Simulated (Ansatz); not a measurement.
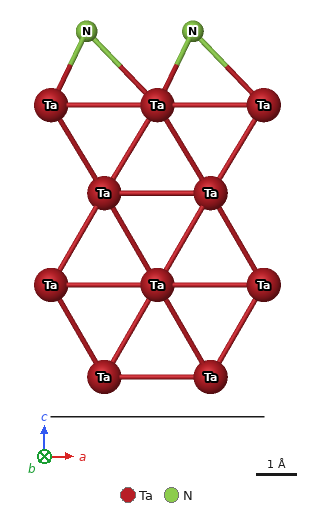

Starting structure of a slab of composition Ta$_{4}$N (cut from the Im-3m phase). Style: ball-and-stick. Shown: the 2 × 2 repeat of the cell, outlined in the plane, without the vacuum, along the b axis.

Case: N put at a hollow Ta-Ta-Ta site. The slab is the (1 1 0) face of Ta with N on it. 2 atoms are held fixed.

Computed with DFT PBEsol, scalar-relativistic, plane waves, PAW (Ansatz).

The input:
```yaml
crystal:
  lattice:
    - [2.8410132459, 0.0, 0.0]
    - [-0.9470044153, 2.6785329755, 0.0]
    - [0.0, 0.0, 25.9590328048]
  atoms:
    - { symbol: Ta, position: [0.5, 0.5, 0.3274390099] }
    - { symbol: Ta, position: [0.0, 0.0, 0.416798179] }
    - { symbol: Ta, position: [0.5, 0.5, 0.50584702] }
    - { symbol: Ta, position: [0.0, 0.0, 0.5912936046] }
    - { symbol: "N", position: [0.3333333333, 0.6666666667, 0.6629449644] }
basis:
  ecutwfc: 420
kpoints:
  mp_grid: { grid: [11, 11, 1] }
hamiltonian:
  xc: pbesol
scf:
  occupations: { method: gaussian, width: 0.1 }
output:
  forces: true
  eigenvalues: true
  write_density: true
  write_potential: true
  elf: true
  volumetric_format: npy
relax:
  adjacent_minimum: "off"
  f_tol: 0.03
  max_steps: 70
  constraints: [{ sites: [0, 1] }]
efield:
  axis: 3
  dipole_correction: true
  ramp_width: 0.04
```

Command:
```bash
ansatz run input.yaml --threads 2 --pin off --max-ram 5120MiB --backend cpu --events-out ev --progress --plain --runs-dir out
```

Question: What does the optimiser find from here?

Answer: Over 5 accepted moves (6 points after the start) the energy falls by 3.874 eV per cell of the calculation. The largest force component goes from 4.7 to 0.014 eV/Å. 1 step only repeated the SCF at the same geometry. The atom that moves furthest is N5 (0.75 Å along the normal (−c)). Largest moves by element: N 0.75 Å, Ta 0.25 Å. The cell stays as it was. Among the contacts that change: Ta4–N5 2.598 → 1.959 Å, Ta4–N5 (another image) 3.609 → 3.036 Å, Ta4–N5 (another image) 2.419 → 1.958 Å, Ta3–Ta4 3.210 → 3.458 Å. Among the angles between lasting bonds that change: Ta4–N5–Ta4 78.3° → 113.7°, Ta4–N5–Ta4 68.9° → 93.0°.

Step by step:

| step | E − E(0), meV/atom | largest force component, eV/Å | note |
| --- | --- | --- | --- |
| 0 | 0.00 | 4.7261 |  |
| 1 | -340.01 | 5.3850 |  |
| 2 | -654.76 | 1.8697 |  |
| 3 | -753.33 | 1.0546 |  |
| 4 | -774.08 | 0.1600 |  |
| 5 | -774.70 | 0.0145 |  |
| 6 | -774.70 | 0.0144 | same geometry, SCF repeated |

After the run, drawn alike:

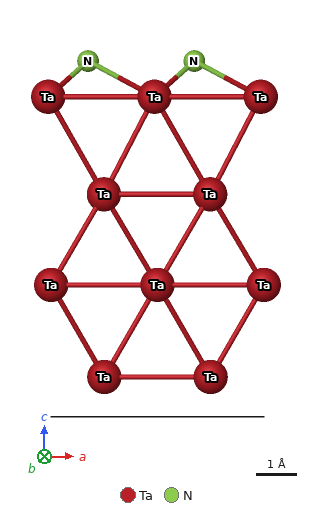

Limits of the set-up: the cell has an odd number of electrons but was run without spin polarisation; the periodic images lie only 2.8 Å apart, so the values are limited by the cell's size.
